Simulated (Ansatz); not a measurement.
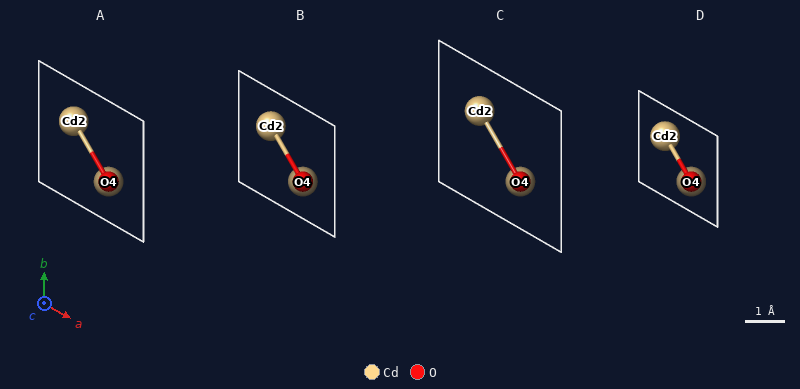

4 geometries from one relaxation of crystalline CdO2 (built on the MoS2-164 type type), in shuffled order. A ball-and-stick model of the cell of the calculation, seen along the c axis.

Theory: DFT, PBEsol, plane waves, PAW in Ansatz 0.2.0. Set-up: plane-wave cutoff 420 eV; k-point mesh 9 × 9 × 2; occupations fermi dirac; smearing width 0.03 eV; no spin polarisation; cell and atoms relaxed; force threshold 0.01 eV/Å; at most 120 steps.

### Put them in the order of the run, from the start to the converged end.

D, B, A, C. They are steps 0, 9, 25, 45, at +25.959 eV per cell of the calculation, +5.032 eV per cell of the calculation, +2.439 eV per cell of the calculation relative to the last. The largest moves relative to the cell, 1.02 Å, are those of O atoms. Largest moves by element: O 1.02 Å, Cd 0.74 Å. The volume changes by +9.0 %, with a = b 2.375 → 3.692 Å (+55.4 %), c 16.161 → 7.293 Å (−54.9 %). Some distances before and after: Cd–O 10.194 → 2.843 Å, Cd–Cd 2.375 → 3.692 Å, Cd–O 3.654 → 2.843 Å, O–O 2.313 → 1.606 Å. Among the angles between lasting bonds that change: Cd–O–Cd 82.9° → 108.3°, O–Cd–O 82.9° → 108.3°, O–Cd–O 135.1° → 124.2°. The space group (tolerance 0.01 Å) goes from P-3m1 (No. 164) to P6_3/mmc (No. 194). The energy falls by 25.959 eV per cell of the calculation in 40 accepted moves (45 points after the start). Largest force component: 15 eV/Å at the start, 0.0021 eV/Å at the end. The pressure goes from 177.85 to 0.01 GPa. The SCF was repeated 5 times at an unchanged geometry on a basis and grid sized afresh for the cell, which shifted the energy by 1.189 eV per cell of the calculation at most.
